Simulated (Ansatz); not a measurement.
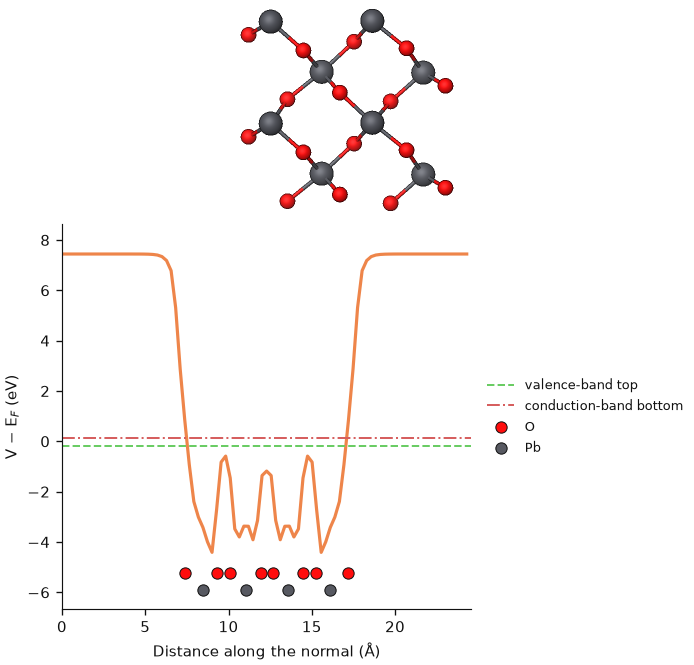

Plane-averaged electrostatic potential energy of an electron across the slab; circles at the bottom mark the heights of the atoms. The structure is drawn too.

This input was run:

```
crystal:
  lattice:
    - [3.442295528, 0.0, 0.0]
    - [0.0, 5.0826195414, 0.0]
    - [0.0, 0.0, 24.5756215517]
  atoms:
    - { symbol: O, position: [0.5, 0.1528527263, 0.3002256866] }
    - { symbol: Pb, position: [0.0, 0.0231575618, 0.3452784175] }
    - { symbol: O, position: [0.5, 0.7842479579, 0.3791895732] }
    - { symbol: O, position: [0.0, 0.3055205235, 0.4115608556] }
    - { symbol: Pb, position: [0.5, 0.5148440558, 0.4486336845] }
    - { symbol: O, position: [0.0, 0.7193891086, 0.4856042821] }
    - { symbol: O, position: [0.5, 0.2193826087, 0.5143938199] }
    - { symbol: Pb, position: [0.0, 0.0148442277, 0.5513669341] }
    - { symbol: O, position: [0.5, 0.8055231149, 0.5884393375] }
    - { symbol: O, position: [0.0, 0.2842342305, 0.6208129001] }
    - { symbol: Pb, position: [0.5, 0.5231535628, 0.6547210205] }
    - { symbol: O, position: [0.0, 0.6528503214, 0.6997734883] }
basis:
  ecutwfc: 420
kpoints:
  mp_grid: { grid: [10, 7, 1] }
  band_path:
    path: [[0.5, 0, 0], [0, 0, 0], [0, 0.5, 0], [0.5, 0.5, 0], [0, 0, 0]]
    npoints: 12
hamiltonian:
  xc: pbe
scf:
  occupations: { method: gaussian, width: 0.1 }
  n_extra_bands: 30
output:
  forces: true
  eigenvalues: true
  populations: true
  fatbands: true
  write_density: true
  write_potential: true
  elf: true
  volumetric_format: npy
efield:
  axis: 3
  dipole_correction: true
  ramp_width: 0.04
```

Run as:
```bash
ansatz run input.yaml --threads 2 --pin off --max-ram 5632MiB --backend cpu --events-out ev --progress --plain --runs-dir out
```

Question: What are the ionisation potential and the electron affinity of the slab?

Answer: From the vacuum level at the right face the ionisation potential is 7.63 eV and the electron affinity 7.30 eV; the left face gives the same. The slab's gap, their difference before rounding, is 0.33 eV. The two vacuum levels agree, so the slab has no net dipole along its normal.

Question: How thick are slab and vacuum?

Answer: The outermost atoms are 9.8 Å apart, which leaves 14.8 Å of vacuum in a cell 24.6 Å high.

Spin-orbit coupling is left out, which matters for Pb.
